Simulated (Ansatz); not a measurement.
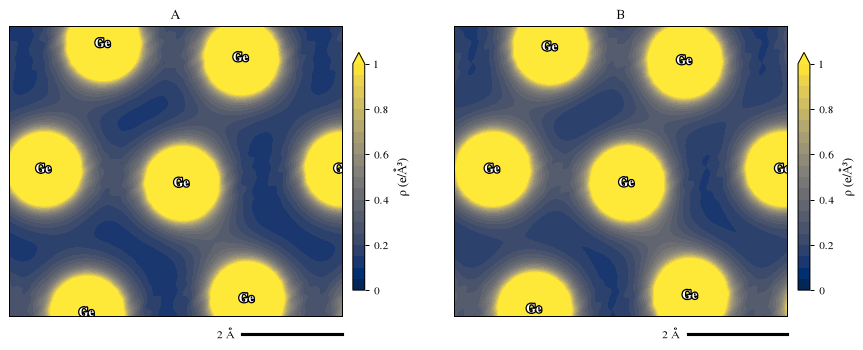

Ge. The valence electron density of two cells that differ in size, on the (011) plane of each (indices in the axes of the calculation cell), at one length scale and on one colour scale: A has 20.6 Å³ an atom and B 19.0.

Method: Kohn-Sham DFT of a periodic cell, PBE, Ansatz PAW in Ansatz 0.2.0.

Core electrons are frozen (PAW), and the valence fields are smoothed inside the atomic spheres.

The larger cell:

```yaml
crystal:
  lattice:
    - [0.00000, 2.94234, 5.21600]
    - [2.68209, 0.00000, 5.21600]
    - [2.68209, 2.94234, 0.00000]
  atoms:
    - { symbol: Ge, position: [0.72649, 0.27351, 0.72649] }
    - { symbol: Ge, position: [0.27351, 0.72649, 0.27351] }
    - { symbol: Ge, position: [0.21813, 0.21813, 0.78187] }
    - { symbol: Ge, position: [0.78187, 0.78187, 0.21813] }
```

The smaller cell: a = 5.834 Å, b = 5.714 Å, c = 3.879 Å, α = 72.06°, β = 68.71°, γ = 39.23°.

**What changes from the larger cell to the smaller?**

From the larger cell to the smaller, Ge–Ge goes from 2.67 to 2.60 Å, and the density at its midpoint from 0.35 to 0.38 e/Å³; the pressure goes from −3.4 to 1.4 GPa.
